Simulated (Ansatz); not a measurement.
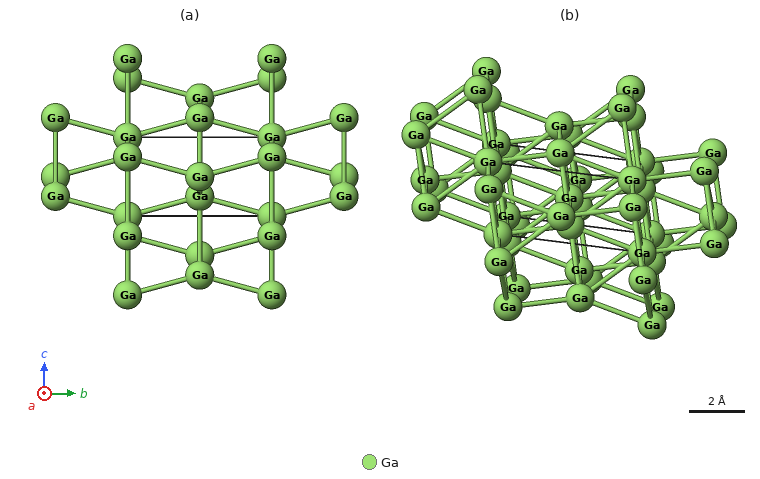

The structure of solid Ga (a generated structure, set up in I4_1/amd) before (left) and after (right) a relaxation, at one scale.

A ball-and-stick model of the conventional cell (2 times the calculation's cell), seen along the a axis. Lengths and directions refer to the drawn axes.

Phase: beta-Sn type.

Theory: DFT, r2SCAN, plane waves (500 eV) with PAW, scalar-relativistic in Ansatz.

The input:
```yaml
crystal:
  lattice:
    - [-2.6609524053, 2.6609524053, 1.4528800133]
    - [2.6609524053, -2.6609524053, 1.4528800133]
    - [2.6609524053, 2.6609524053, -1.4528800133]
  atoms:
    - { symbol: Ga, position: [0.0, 0.0, 0.0] }
    - { symbol: Ga, position: [0.75, 0.25, 0.5] }
hamiltonian:
  xc: r2scan
  pseudopotentials:
    kind: paw
    azcp:
      Ga: "pseudopotentials/Ga.paw.azcp"
basis:
  ecutwfc: 500
  fft_grid_basis: typed
kpoints:
  mp_grid: { grid: [12, 12, 8], shift: [0, 0, 0] }
magnetization:
  spin_polarized: false
scf:
  occupations: { method: fermi_dirac, width: 0.1 }
relax:
  max_steps: 60
  f_tol: 0.01
  cell: {}
```

Run as
```bash
ansatz run input.yaml --threads 1 --pin off --max-ram 3584MiB --backend cpu --events-out ev --progress --plain --runs-dir out
```

Q: What changed between the two?

A: The largest moves relative to the cell, 0.068 Å, are those of Ga1 and Ga2. Ga1 goes along [1 −1 0]. The drawn cell changes as follows: a = b 5.322 → 5.370 Å (+0.9 %), c 2.906 → 2.720 Å (−6.4 %), α 90.0° → 104.5°, β 90.0° → 104.5°, γ 90.0° → 95.6°; the volume changes by −11.9 %. Some distances before and after: Ga1–Ga2 3.439 → 2.848 Å, Ga1–Ga1 2.906 → 2.720 Å, Ga1–Ga2 (another image) 2.758 → 2.839 Å, Ga1–Ga2 (another image) 2.758 → 2.705 Å. Among the angles between lasting bonds that change: Ga2–Ga1–Ga2 94.0° → 76.5°, Ga1–Ga1–Ga2 74.7° → 89.8°, Ga1–Ga1–Ga2 105.3° → 90.2°. The space group (tolerance 0.01 Å) goes from I4_1/amd (No. 141) to C2/c (No. 15). Over 12 accepted moves (14 points after the start) the energy falls by 0.196 eV per cell of the calculation. The largest force component goes from 0.0004 to 0.0012 eV/Å. Pressure: −4.29 GPa at the start and −0.01 GPa at the end. The line search rejected the trial step at point 10 of the run. The SCF was repeated once at an unchanged geometry on a basis and grid sized afresh for the cell, which shifted the energy by 0.8 meV per cell of the calculation at most.
